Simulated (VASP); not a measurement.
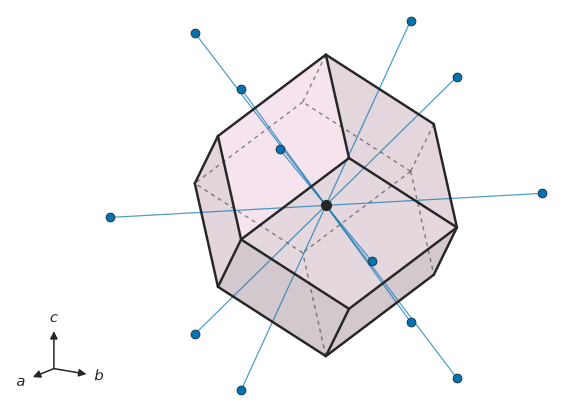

Crystal: InP, an entry of the Crystallography Open Database, as set up for an electronic-structure calculation. The Wigner–Seitz cell of the crystal's lattice, with lines to the lattice points that define its faces. Geometry calculated from the standardised cell; symmetry tolerance 0.002 Å.

a = 5.861 Å, b = 5.861 Å, c = 5.861 Å, α = 90.00°, β = 90.00°, γ = 90.00°; space group F-43m (No. 216).

What is the cell's combinatorial type?

A rhombic dodecahedron: 12 faces (12 with 4 edges), 24 edges, 14 vertices. Its volume is that of the primitive cell, 50.3 Å³.

Which lattice vectors do the faces bisect?

| example | length (Å) | faces | edges of each | area (Å²) |
| --- | --- | --- | --- | --- |
| 1/2 a + 1/2 b | 4.14 | 12 | 4 | 6.1 |
